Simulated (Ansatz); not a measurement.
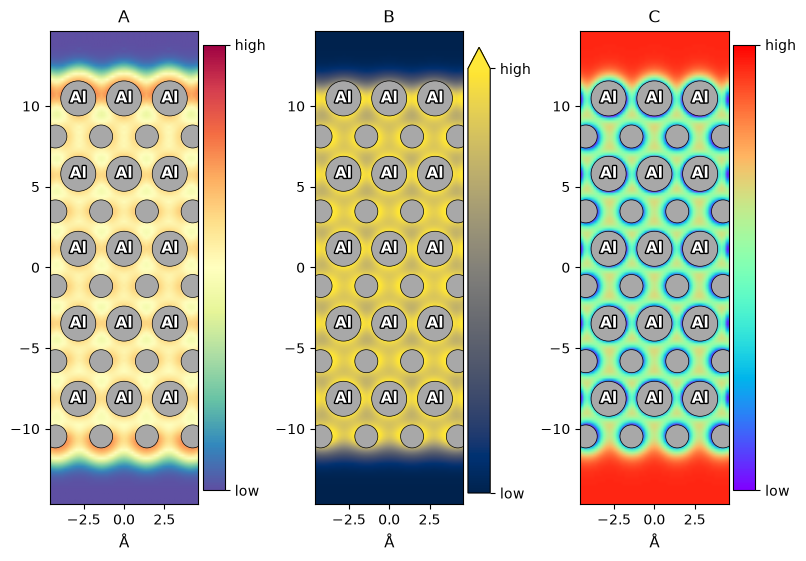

Al (slab): 3 fields on the (010) plane of the calculation cell, a cut from vacuum to vacuum, with unlabelled colour scales. Grey discs cover the atomic cores.

Method: Ansatz, DFT PBEsol, scalar-relativistic, plane waves, PAW.

Match the panels to the quantities (electron localisation function, electrostatic potential energy of an electron and valence pseudo-density).

Answer. Panel A: electron localisation function. Panel B: valence pseudo-density. Panel C: electrostatic potential energy of an electron (low next to the atoms, rising into the space between them). From the grid: Al–Al (2.84 Å): ρ is about 0.2 e/Å³ halfway; the ELF peaks at about 0.60 between the atoms.
